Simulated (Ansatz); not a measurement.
**Si2C: density, localisation and related maps**

```
CELL_PARAMETERS angstrom
3.53772 0.00000 0.00000
-1.76886 3.06375 0.00000
0.00000 0.00000 8.46110
ATOMIC_POSITIONS crystal
C 0.66667 0.33333 0.52810
Si 0.33333 0.66667 0.25147
Si 0.00000 0.00000 0.86292
C 0.33333 0.66667 0.47190
Si 0.00000 0.00000 0.13708
Si 0.66667 0.33333 0.74853
```

Space group P-3m1; started from the ordered alloy on diamond lattice prototype, which need not be the ambient phase.

Level of theory: Ansatz 0.2.0, DFT, PBE, plane waves, PAW.

Core electrons are frozen (PAW), and the valence fields are smoothed inside the atomic spheres.

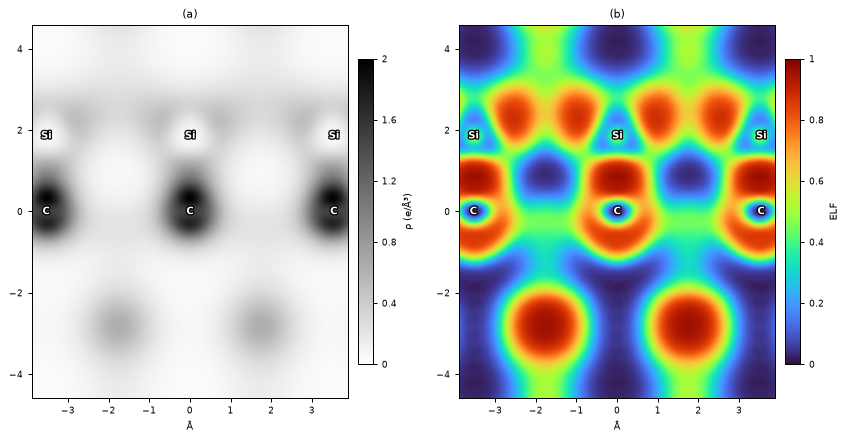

Figure 1. (a) valence electron density; (b) ELF on the (010) plane of the conventional cell.

Q: What do the fields say about this system?

A:
- Atoms in the plane: C and Si.
- Si–C (1.87 Å): ρ at the midpoint is about 0.95 e/Å³; the ELF peaks at about 0.95 between the atoms; localised, covalent bonding.
- Between the atoms the lowest density in this plane is 0.03 e/Å³.

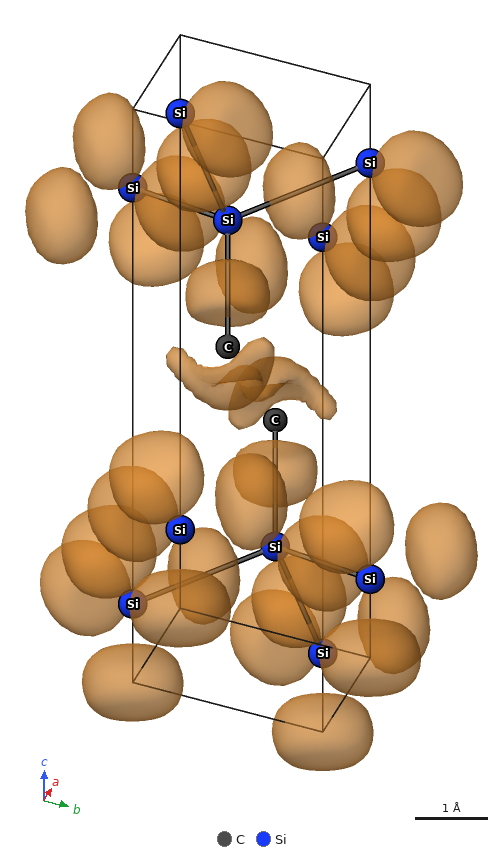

Figure 2. Isosurface of the ELF at 0.8 (orange), seen at an oblique angle. Only the valence region is drawn (cores and ρ < 0.01 e/Å³ removed). Sticks mark near contacts.

Q: Describe the localisation domains.

A: The ELF exceeds this value in two regions between bonded C–Si atoms (shared pairs), seven regions between bonded Si–Si atoms (shared pairs) and two lobes on C, pointing away from the bonds (lone pairs), counted in one cell of 6 atoms. Regions shared between cells count once.


 Si–Si (2.26 Å): the ELF peaks at about 0.95 between the atoms, as expected for a covalent bond.
